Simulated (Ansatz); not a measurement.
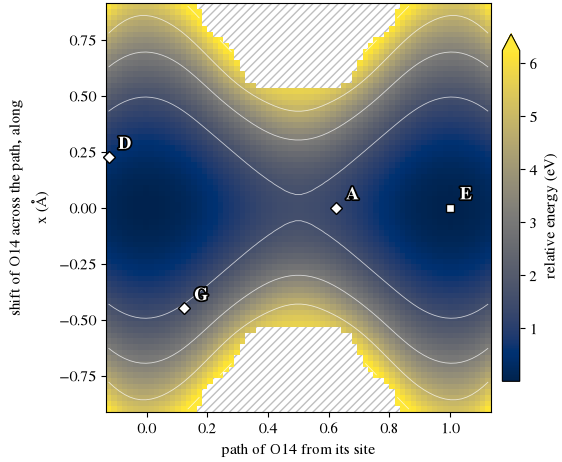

ZrO₂ (Fm-3m phase) with one O vacancy (14 atoms in the cell, cell charge +2). An atom moved over a plane that holds its own site and a neighbouring vacancy (x along [−1 3 0], y along [−3 −1 0], z along [0 0 1] of the conventional cell). Coordinates scanned: (1) path of O14 from its site (0) to the vacancy (1), 2.558 Å; (2) shift of O14 across the path, along x. Nothing is relaxed (all other atoms held at the sites of the perfect crystal). The scan uses an 11 × 9 grid; 24 points were computed and 59 follow by symmetry. At 16 points there is no value (left out of the scan, as a rule where atoms come close). Points are written as (first, second). Energies are in eV per cell, from the lowest grid point. The cell is charged on a uniform background, without a charge correction. Level of theory: DFT PBE, scalar-relativistic, plane waves, PAW (Ansatz 0.2.0). Settings: cutoff 420 eV, k-mesh 4×4×4, gaussian smearing 0.05 eV, no spin polarisation.

In the figure: a smooth colour map with a few white contour lines, one colour for all values above the top of the scale, hatched blanks where no value was computed, lettered points. Between grid points the surface is interpolated.

Question: What kind of point is each of E, G: minimum, saddle, maximum or slope?

Answer: E: minimum; G: on a slope. (In these two coordinates alone; a stationary point may lie a little off the grid point.)

Question: Rank the lettered points by energy, lowest first.

Answer: E (0.00 eV), D (0.56 eV), A (1.25 eV), G (1.75 eV).

PAW datasets: the set soft_1.
